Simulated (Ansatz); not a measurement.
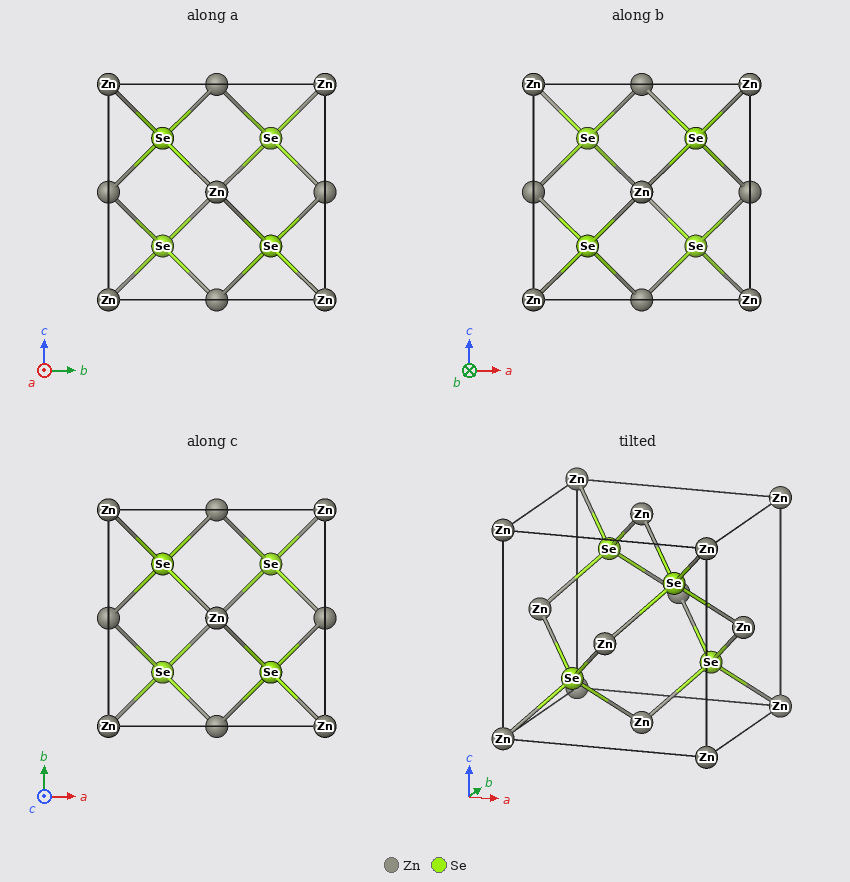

Crystal structure, ball-and-stick style, seen along the a axis, along the b axis, along the c axis and slightly off an axis. One drawn cell (a repeat of the simulation cell) is framed, with atoms on its boundary repeated.

Lattice parameters: a = 5.665 Å, b = 5.665 Å, c = 5.638 Å, α = 90.00°, β = 90.00°, γ = 90.00°. Put a along x and b in the xy plane.

Question: From the views, write a POSCAR file.

Answer:
```
Zn Se
1.0
     5.665    0.000    0.000
     0.000    5.665    0.000
     0.000    0.000    5.638
Zn Se
4 4
Direct
  0.0000 0.0000 0.0000
  0.5000 0.5000 0.0000
  0.5000 0.0000 0.5000
  0.0000 0.5000 0.5000
  0.2500 0.2500 0.2500
  0.7500 0.7500 0.2500
  0.7500 0.2500 0.7500
  0.2500 0.7500 0.7500
```

Provenance: a structure type filled with these elements by a generator (whether the compound takes this form wasn't checked). The cell was then strained or its atoms displaced on purpose. A calculation with Ansatz used it as input.
